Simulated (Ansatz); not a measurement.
# A thicker film of LiF (110) from two thinner ones

In a field along its normal an insulating film takes a dipole p. Written as a length, p/(ε₀AE), it should grow by 1 − 1/ε for each ångström added.

How it was computed: Ansatz 0.2.0, plane waves with PAW datasets (its set soft_2), PBE; rocksalt films relaxed at a bulk in-plane lattice constant near the measured one, then held in weak fields of both signs with a dipole correction (A is the cell's area, E the outer field).

```
     run  distance between the outer atoms (Å)  p/(ε₀AE) (Å)
 5 units                                 5.698         4.097
 8 units                                10.041         6.318
12 units                                15.818             ?
```

Q: Estimate the withheld value from the rows shown.

Two rows fix a line: slope = (6.318 − 4.097) / (10.041 − 5.698) = 0.5114, intercept 1.1830. That slope means ε = 1/(1 − 0.5114) = 2.05. At 15.818 it gives 0.5114 × 15.818 + 1.1830 = 9.272 Å, beyond the rows fitted. Rounding of the rows alone allows about ±0.003 Å there; two rows can't show whether the line holds.

The run itself gives 9.289 Å: a miss of +0.017 Å, or 0.2 % of the value. The length is met to within 1 %, though ε is more sensitive than the length: the two thickest films give ε = 2.06.

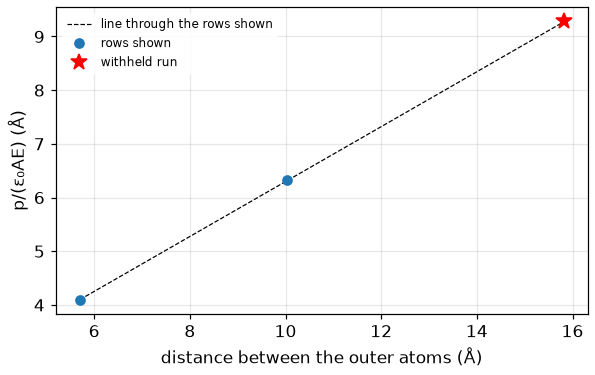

The fit and the withheld run.

Caveats: This is the electronic response alone. A unit is one step of the cut along the normal (a plane, a pair of planes or a cell), and the layers relax along it, away from their bulk spacing where the functional's lattice constant differs from the one held.

[Logs are printed without paths, hosts, clocks, repeated set-up lines and the standing remarks that a program may print on its own settings, such as how far it seeks lower states.]
